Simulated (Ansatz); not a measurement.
**Run report: Ta, nudged elastic band (part 3 of 3)**

The same run, continued: Ta (defect cell, 17 atoms in the cell); DFT PBE, scalar-relativistic, plane waves, PAW, no spin polarisation (Ansatz 0.2.0); cutoff 420 eV, 4×4×4 k-mesh, Gaussian smearing of 0.1 eV. The structure derives from a Materials Project entry. It belongs to a series of runs on one base structure; here: climbing-image band for the jump of Ta by 1.29 A.

Geometry of the input (Å; fractional positions):
```
6.6381  0.0000  0.0000
0.0000  6.6381  0.0000
0.0000  0.0000  6.6381
Ta 0.0019  0.0000  0.0005
Ta 0.5990  -0.0862  -0.1005
Ta 0.0105  0.4963  0.0052
Ta -0.0128  -0.0099  0.5125
Ta 0.1880  0.2801  0.3134
Ta 0.5006  0.5077  -0.0005
Ta 0.4996  0.0001  0.4975
Ta 0.7588  0.2477  0.2499
Ta -0.0001  0.5111  0.4994
Ta 0.2501  0.7517  0.2501
Ta 0.2504  0.2477  0.7408
Ta 0.4960  0.4976  0.4904
Ta 0.7484  0.7501  0.2519
Ta 0.7479  0.2616  0.7521
Ta 0.2472  0.7500  0.7518
Ta 0.7874  0.6912  0.7152
Ta 0.4022  0.1187  0.0972
```

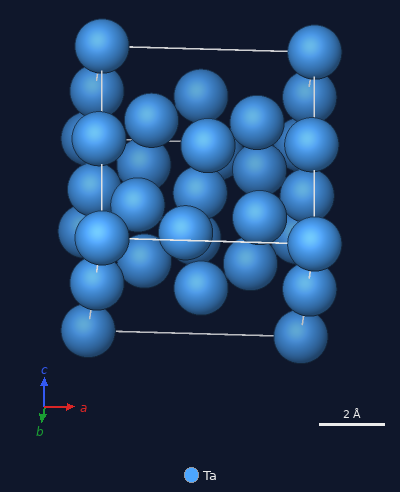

Figure 1. The starting structure (spheres-only view of the cell of the calculation, seen at an oblique angle). An atom can appear more than once, as a periodic image.

### Output, continued
```
  k-point 31: bands = ["-47.4834", "-47.4578", "-47.4195", "-47.4124", "-47.4092", "-47.4005", "-47.3778", "-47.2820", "-47.2591", "-47.2322", "-47.2086", "-47.1756", "-47.1208", "-47.0555", "-47.0271", "-46.9610", "-46.8582", "-15.7613", "-15.1900", "-14.8396", "-14.7630", "-14.6901", "-14.5978", "-14.4596", "-14.3932", "-14.3607", "-14.3408", "-14.3240", "-14.3049", "-14.2818", "-14.2447", "-14.2255", "-14.2008", "-14.1737", "-14.1198", "-14.0992", "-13.9939", "-13.9796", "-13.9637", "-13.9326", "-13.9001", "-13.8403", "-13.8151", "-13.7893", "-13.7661", "-13.7243", "-13.7142", "-13.6816", "-13.6665", "-13.6432", "-13.6266", "-13.5829", "-13.5567", "-13.5452", "-13.5169", "-13.5000", "-13.4785", "-13.4508", "-13.3990", "-13.3712", "-13.3481", "-13.3040", "-13.2108", "-13.0898", "-13.0570", "-12.8430", "-12.7007", "-12.5331", "12.5580", "13.7465", "15.0562", "15.1918", "15.2519", "15.2678", "15.5038", "15.6421", "15.8283", "15.9152", "16.0160", "16.1239", "16.1813", "16.3540", "16.4732", "16.6809", "16.8374", "17.0830", "17.1651", "17.3360", "17.4369", "17.5899", "17.7309", "17.9484", "17.9992", "18.1514", "18.2734", "18.4008", "18.4858", "18.5784", "18.7134", "18.8104", "18.8907", "19.1036", "19.2392", "19.3000", "19.3716", "19.4367", "19.5156", "19.5298", "19.7043", "19.7504", "19.9225", "20.0277", "20.2184", "20.3172", "20.3896", "20.5740", "20.8166", "21.0893", "21.2308", "21.3276", "21.4632", "21.6586", "21.8711", "22.0777", "22.1543", "22.2579", "22.4715", "22.7183", "22.8163", "22.9622", "23.0339", "23.1595", "23.3734"]
this run last wrote the band of iteration 14 to [file]
--- NEB band (7 images, 14 band iterations, 478 SCF iterations) ---
  forward barrier  = 0.519927 eV
  backward barrier = 0.519927 eV
  lagrangian_above_aufbau_ev (what the smearing adds, to first order; not taken off the barriers): saddle image -0.032470 eV, end points -0.039041 and -0.039041 eV
  climbing image's point = of an order that was not read
  energies are F+E_penalty+E_count in eV, relative to image 0
  image     s (Å)  Δ vs image 0  max|band force component| (eV/Å)
      0    0.0000      0.000000                                 —
      1    0.4735      0.033797                          3.198e-2
      2    0.9467      0.296542                          1.938e-2
  *   3    1.4198      0.519927                          2.971e-2
      4    1.8929      0.296542                          1.939e-2
      5    2.3661      0.033797                          3.199e-2
      6    2.8396      0.000000                                 —
  climbing-image geometry (image 3):
  cell:  # Å, volume = 292.5070 Å³
    - [6.6381247818, 0.0, 0.0]
    - [0.0, 6.6381247818, 0.0]
    - [0.0, 0.0, 6.6381247818]
  atoms:
    - { symbol: Ta, position: [-0.0065149237876683235, -0.0024337830556099764, 1.758285729266814e-8] }
    - { symbol: Ta, position: [0.6021545581950075, -0.1036735877616749, -7.013660128600556e-9] }
    - { symbol: Ta, position: [0.016721590170466042, 0.48275331981092556, 1.1895216644363754e-8] }
    - { symbol: Ta, position: [-0.006786110055970897, -0.007686458455916006, 0.49999998115787136] }
    - { symbol: Ta, position: [0.22499247524169597, 0.27389073115506124, 0.3038214082860073] }
    - { symbol: Ta, position: [0.5021739539645762, 0.5066377790264167, 8.229123651245434e-9] }
    - { symbol: Ta, position: [0.5069034062839476, -0.007418927111152994, 0.5000000005002538] }
    - { symbol: Ta, position: [0.7437718076786102, 0.24319303295735648, 0.2491354293333671] }
    - { symbol: Ta, position: [-0.007851238942622239, 0.5069092091934833, 0.49999999134777307] }
    - { symbol: Ta, position: [0.2561348829568578, 0.7557051278531369, 0.2494250524095117] }
    - { symbol: Ta, position: [0.2249924871759563, 0.273890722835569, 0.696178592627751] }
    - { symbol: Ta, position: [0.5068776345902878, 0.5059228083341575, 0.499999986939493] }
    - { symbol: Ta, position: [0.7766377927888778, 0.7228859191255264, 0.2729611959342475] }
    - { symbol: Ta, position: [0.7437718011663008, 0.243193041726696, 0.7508645766138748] }
    - { symbol: Ta, position: [0.25613488892767633, 0.7557051262631327, 0.7505749506849196] }
    - { symbol: Ta, position: [0.7766377951601007, 0.7228859188504178, 0.727038788969332] }
    - { symbol: Ta, position: [0.35831219088590127, 0.14302172515247533, 1.450206103584733e-8] }
```

### The last band as extended XYZ (Å, eV, eV/Å)
```
17
Lattice="6.6381 0.0000 0.0000 0.0000 6.6381 0.0000 0.0000 0.0000 6.6381" Properties=species:S:1:pos:R:3:forces:R:3 image=0 energy=-168840.76397
Ta    0.0126    0.0002    0.0031   -0.0023   0.0020  -0.0005
Ta    3.9763   -0.5722   -0.6674   -0.0001   0.0023  -0.0019
Ta    0.0696    3.2944    0.0343    0.0058  -0.0038   0.0001
Ta   -0.0852   -0.0660    3.4022   -0.0011   0.0019   0.0002
Ta    1.2479    1.8592    2.0807   -0.0066   0.0015  -0.0022
Ta    3.3230    3.3699   -0.0035   -0.0024   0.0017  -0.0016
Ta    3.3163    0.0008    3.3026   -0.0005  -0.0017   0.0087
Ta    5.0372    1.6439    1.6589    0.0053   0.0029  -0.0023
Ta   -0.0009    3.3929    3.3151    0.0049  -0.0039  -0.0048
Ta    1.6604    4.9896    1.6602    0.0002  -0.0019  -0.0010
Ta    1.6621    1.6444    4.9176   -0.0007  -0.0012  -0.0023
Ta    3.2923    3.3030    3.2554   -0.0013   0.0041   0.0047
Ta    4.9682    4.9790    1.6721   -0.0031  -0.0023   0.0031
Ta    4.9648    1.7364    4.9927    0.0035  -0.0031   0.0038
Ta    1.6413    4.9784    4.9904    0.0043  -0.0010   0.0016
Ta    5.2269    4.5886    4.7474   -0.0079   0.0004  -0.0049
Ta    2.6696    0.7881    0.6449    0.0020   0.0021  -0.0009
17
Lattice="6.6381 0.0000 0.0000 0.0000 6.6381 0.0000 0.0000 0.0000 6.6381" Properties=species:S:1:pos:R:3:forces:R:3 image=1 energy=-168840.73017
Ta   -0.0246   -0.0268   -0.0228   -0.0039   0.0033   0.0004
Ta    3.9290   -0.6279   -0.4696   -0.0036   0.0265  -0.0704
Ta    0.0565    3.2530   -0.0098   -0.0067   0.0076  -0.0059
Ta    0.0021   -0.0343    3.2916    0.0120   0.0138  -0.0028
Ta    1.3243    2.0237    2.1217   -0.0280   0.0185   0.0060
Ta    3.3403    3.3293   -0.0215   -0.0031  -0.0008   0.0107
Ta    3.3382   -0.0230    3.2806    0.0078  -0.0065   0.0024
Ta    5.0000    1.6248    1.6355    0.0229   0.0179   0.0074
Ta   -0.0748    3.3793    3.3827   -0.0130   0.0019   0.0011
Ta    1.6924    4.9449    1.6348    0.0000  -0.0354   0.0036
Ta    1.6651    1.6504    4.8532    0.0132  -0.0096   0.0279
Ta    3.3642    3.3255    3.3120   -0.0102  -0.0044  -0.0051
Ta    5.0344    4.9197    1.6995   -0.0316   0.0302  -0.0211
Ta    4.9656    1.6431    4.9723    0.0143   0.0019  -0.0073
Ta    1.6632    4.9879    4.9713   -0.0124  -0.0055  -0.0059
Ta    5.2202    4.7531    4.7416   -0.0024  -0.0056  -0.0451
Ta    2.4862    0.8082    0.5743    0.0447  -0.0537   0.1041
17
Lattice="6.6381 0.0000 0.0000 0.0000 6.6381 0.0000 0.0000 0.0000 6.6381" Properties=species:S:1:pos:R:3:forces:R:3 image=2 energy=-168840.46743
Ta   -0.0341   -0.0231   -0.0151    0.0221  -0.0119  -0.0312
Ta    3.9861   -0.6725   -0.2404   -0.0217   0.0270  -0.4725
Ta    0.0924    3.2238   -0.0057   -0.0316   0.0308  -0.0183
Ta   -0.0304   -0.0463    3.3143    0.0299   0.0102  -0.0125
Ta    1.3821    1.9291    2.0839   -0.2169   0.2197   0.1002
Ta    3.3391    3.3520   -0.0157    0.0001  -0.0185  -0.0317
Ta    3.3520   -0.0359    3.2778   -0.0356   0.0229  -0.0816
Ta    4.9593    1.6169    1.6447    0.0370   0.0070  -0.0276
Ta   -0.0573    3.3710    3.3585   -0.0023   0.0131   0.0682
Ta    1.6978    4.9956    1.6457   -0.0037  -0.0354  -0.0384
Ta    1.5831    1.7310    4.7314    0.1581  -0.1519   0.1944
Ta    3.3602    3.3442    3.3132   -0.0114  -0.0305  -0.0162
Ta    5.1148    4.8383    1.7630   -0.0695   0.0770  -0.0846
Ta    4.9357    1.6185    4.9802   -0.0042   0.0021  -0.0113
Ta    1.6968    5.0171    4.9782   -0.0049   0.0088  -0.0038
Ta    5.1862    4.7673    4.7768    0.0674  -0.0688  -0.0823
Ta    2.4186    0.9038    0.2972    0.0873  -0.1017   0.5493
17
Lattice="6.6381 0.0000 0.0000 0.0000 6.6381 0.0000 0.0000 0.0000 6.6381" Properties=species:S:1:pos:R:3:forces:R:3 image=3 energy=-168840.24404
Ta   -0.0432   -0.0162    0.0000    0.0017  -0.0078   0.0000
Ta    3.9972   -0.6882    0.0000    0.0297  -0.0087   0.0000
Ta    0.1110    3.2046    0.0000    0.0036   0.0030   0.0000
Ta   -0.0450   -0.0510    3.3191    0.0007   0.0011   0.0000
Ta    1.4935    1.8181    2.0168   -0.0036   0.0089   0.0092
Ta    3.3335    3.3631    0.0000   -0.0096   0.0026   0.0000
Ta    3.3649   -0.0492    3.3191   -0.0110  -0.0052   0.0000
Ta    4.9372    1.6143    1.6538    0.0003  -0.0010   0.0014
Ta   -0.0521    3.3649    3.3191    0.0022   0.0083   0.0000
Ta    1.7003    5.0165    1.6557   -0.0004   0.0004  -0.0013
Ta    1.4935    1.8181    4.6213   -0.0036   0.0089  -0.0092
Ta    3.3647    3.3584    3.3191   -0.0006  -0.0017   0.0000
Ta    5.1554    4.7986    1.8119    0.0026  -0.0018   0.0001
Ta    4.9372    1.6143    4.9843    0.0003  -0.0010  -0.0014
Ta    1.7003    5.0165    4.9824   -0.0004   0.0004   0.0013
Ta    5.1554    4.7986    4.8262    0.0026  -0.0018  -0.0001
Ta    2.3785    0.9494    0.0000   -0.0147  -0.0045   0.0000
17
Lattice="6.6381 0.0000 0.0000 0.0000 6.6381 0.0000 0.0000 0.0000 6.6381" Properties=species:S:1:pos:R:3:forces:R:3 image=4 energy=-168840.46743
Ta   -0.0341   -0.0231    0.0151    0.0221  -0.0119   0.0312
Ta    3.9861   -0.6725    0.2404   -0.0217   0.0270   0.4725
Ta    0.0924    3.2238    0.0057   -0.0316   0.0308   0.0183
Ta   -0.0304   -0.0463    3.3238    0.0299   0.0102   0.0125
Ta    1.5831    1.7310    1.9067    0.1581  -0.1519  -0.1944
Ta    3.3391    3.3520    0.0157    0.0001  -0.0185   0.0317
Ta    3.3520   -0.0359    3.3603   -0.0356   0.0229   0.0816
Ta    4.9357    1.6185    1.6580   -0.0042   0.0021   0.0114
Ta   -0.0573    3.3710    3.2796   -0.0023   0.0131  -0.0682
Ta    1.6968    5.0171    1.6599   -0.0049   0.0088   0.0038
Ta    1.3821    1.9291    4.5542   -0.2169   0.2197  -0.1002
Ta    3.3602    3.3442    3.3249   -0.0114  -0.0305   0.0162
Ta    5.1862    4.7673    1.8613    0.0674  -0.0688   0.0823
Ta    4.9593    1.6169    4.9934    0.0370   0.0070   0.0276
Ta    1.6978    4.9956    4.9925   -0.0037  -0.0354   0.0384
Ta    5.1148    4.8383    4.8752   -0.0695   0.0770   0.0846
Ta    2.4186    0.9038   -0.2972    0.0873  -0.1017  -0.5493
17
Lattice="6.6381 0.0000 0.0000 0.0000 6.6381 0.0000 0.0000 0.0000 6.6381" Properties=species:S:1:pos:R:3:forces:R:3 image=5 energy=-168840.73017
Ta   -0.0246   -0.0268    0.0228   -0.0039   0.0033  -0.0004
Ta    3.9290   -0.6279    0.4696   -0.0036   0.0265   0.0704
Ta    0.0565    3.2530    0.0098   -0.0067   0.0076   0.0059
Ta    0.0021   -0.0343    3.3465    0.0120   0.0138   0.0028
Ta    1.6651    1.6504    1.7850    0.0132  -0.0096  -0.0279
Ta    3.3403    3.3293    0.0215   -0.0031  -0.0008  -0.0107
Ta    3.3382   -0.0230    3.3575    0.0078  -0.0065  -0.0024
Ta    4.9656    1.6431    1.6658    0.0143   0.0019   0.0073
Ta   -0.0748    3.3793    3.2554   -0.0130   0.0019  -0.0011
Ta    1.6632    4.9879    1.6668   -0.0124  -0.0055   0.0059
Ta    1.3243    2.0237    4.5164   -0.0280   0.0185  -0.0060
Ta    3.3642    3.3255    3.3262   -0.0102  -0.0044   0.0051
Ta    5.2202    4.7531    1.8965   -0.0024  -0.0056   0.0451
Ta    5.0000    1.6248    5.0026    0.0229   0.0179  -0.0074
Ta    1.6924    4.9449    5.0033    0.0000  -0.0354  -0.0036
Ta    5.0344    4.9197    4.9387   -0.0316   0.0302   0.0211
Ta    2.4862    0.8082   -0.5743    0.0447  -0.0537  -0.1041
17
Lattice="6.6381 0.0000 0.0000 0.0000 6.6381 0.0000 0.0000 0.0000 6.6381" Properties=species:S:1:pos:R:3:forces:R:3 image=6 energy=-168840.76397
Ta    0.0126    0.0002   -0.0031   -0.0023   0.0020   0.0005
Ta    3.9763   -0.5722    0.6674   -0.0001   0.0023   0.0019
Ta    0.0696    3.2944   -0.0343    0.0058  -0.0038  -0.0001
Ta   -0.0852   -0.0660    3.2359   -0.0011   0.0019  -0.0002
Ta    1.6621    1.6444    1.7205   -0.0007  -0.0012   0.0023
Ta    3.3230    3.3699    0.0035   -0.0024   0.0017   0.0016
Ta    3.3163    0.0008    3.3355   -0.0005  -0.0017  -0.0087
Ta    4.9648    1.7364    1.6454    0.0035  -0.0031  -0.0038
Ta   -0.0009    3.3929    3.3231    0.0049  -0.0039   0.0048
Ta    1.6413    4.9784    1.6478    0.0043  -0.0010  -0.0016
Ta    1.2479    1.8592    4.5575   -0.0066   0.0015   0.0022
Ta    3.2923    3.3030    3.3828   -0.0013   0.0041  -0.0047
Ta    5.2269    4.5886    1.8907   -0.0079   0.0004   0.0049
Ta    5.0372    1.6439    4.9793    0.0053   0.0029   0.0023
Ta    1.6604    4.9896    4.9779    0.0002  -0.0019   0.0010
Ta    4.9682    4.9790    4.9660   -0.0031  -0.0023  -0.0031
Ta    2.6696    0.7881   -0.6449    0.0020   0.0021   0.0009
```

### Summary

| quantity | value |
| --- | --- |
| outcome | converged |
| barrier, forward | 0.520 eV |
| barrier, backward | 0.520 eV |
| electrons treated | 221 |
| hardware | 4 threads of Intel Xeon (Granite Rapids), 32 GiB of memory available, shared host |
| wall time | 27 min (CPU time 68 min) |
| peak memory | 4.8 GiB |

### Remarks

Spin–orbit coupling is left out, which matters for Ta. The order of the saddle point was not checked.
